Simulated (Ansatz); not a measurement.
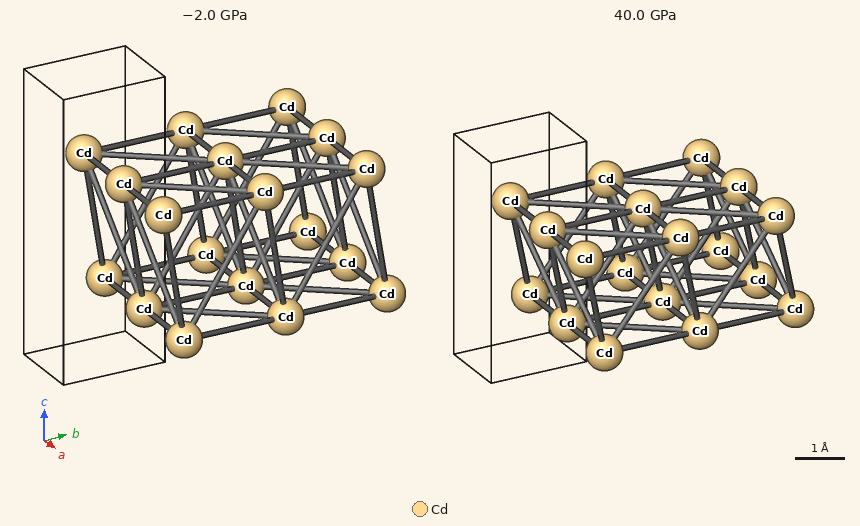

A crystal of Cd (set up in P6_3/mmc), relaxed (cell and atoms) at several target pressures. The picture shows the first and the last member. A ball-and-stick model of the cell of the calculation, repeated 3 × 3 × 1 with one cell outlined, seen slightly off an axis.

Computed with Ansatz 0.2.0: DFT r2SCAN, scalar-relativistic, plane waves, PAW. (plane-wave cutoff 500 eV; k-point mesh 18 × 18 × 8 at −2.0 to 20.0, 18 × 18 × 10 at 40.0 GPa; occupations gaussian; smearing width 0.1 eV; no spin polarisation; cell and atoms relaxed; force threshold 0.008 eV/Å)

```csv
pressure (GPa),volume (Å³/atom),a (Å),c (Å)
−2.0,23.153,2.986,5.996
0.0,22.020,2.962,5.797
2.0,21.207,2.942,5.659
5.0,20.119,2.939,5.378
10.0,?,?,?
20.0,17.483,2.891,4.830
40.0,15.794,2.807,4.631
```

Q: One row is withheld. What does the calculation give there?

A: Murnaghan's form V = V₀(1 + B′P/B₀)^(−1/B′), with V₀ = 22.020 Å³ from the row at zero pressure, fits the other rows with B₀ = 44.9 GPa and B′ = 5.19 (largest miss 0.052 Å³). At 10.0 GPa it gives 22.020 × (1 + 5.19 × 10.0/44.9)^(−1/5.19) = 18.990 Å³ per atom. The calculation gives 19.048 Å³/atom (a = 2.902 Å, c = 5.224 Å). The estimate is 0.058 Å³/atom too low. From the first member to the last: Cd–Cd 3.458 → 2.826 Å, Cd–Cd 2.986 → 2.807 Å.

The whole series:

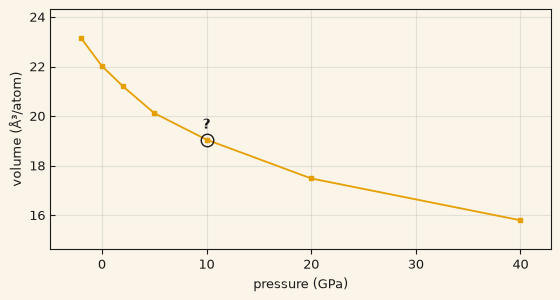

Each member starts from this one structure; whether another phase lies lower wasn't checked.
